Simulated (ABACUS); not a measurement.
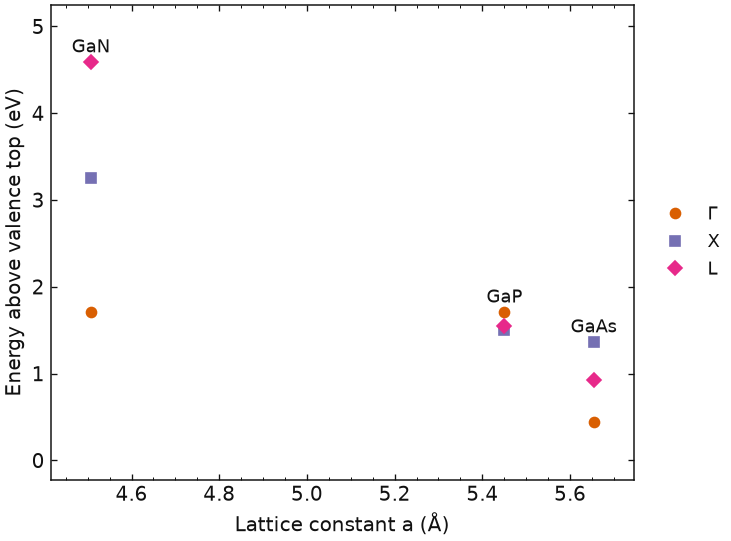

Lowest conduction level at each named k point, counted from the valence-band top at Γ, for three zincblende crystals against the lattice constant, each in its database cell. All by ABACUS with PBEsol, without spin-orbit coupling, no moments; potentials: PseudoDojo NC SR 0.4.1 PBEsol standard (GaN and GaAs); GBRV ultrasoft 1.5 PBE (GaP).

### How does the value at Γ change from N to As?

GaN 1.70, GaP 1.70 and GaAs 0.44 eV: it falls by 1.26 eV overall, and GaN and GaP lie too close to rank.

### With the valence top at Γ, which of these have their lowest conduction level there too?

GaN and GaAs (direct among these points); GaP has it at X or L.

| compound | a (Å) | k mesh | Γ (eV) | X (eV) | L (eV) |
| --- | --- | --- | --- | --- | --- |
| GaN | 4.507 | 8×8×8 | 1.70 | 3.25 | 4.59 |
| GaP | 5.451 | 6×6×6 | 1.70 | 1.50 | 1.55 |
| GaAs | 5.654 | 8×8×8 | 0.44 | 1.36 | 0.93 |

LDA, GGA and most meta-GGA functionals understate gaps. The usual form of GaN is wurtzite. GaP: the potentials were made for another functional. GaP: measured GaP has its conduction bottom near X; the order of its valleys hangs on the functional and the volume. GaAs: spin-orbit coupling is left out, which matters for As. The cells are as the databases list them, so they lie at different pressures for this functional.
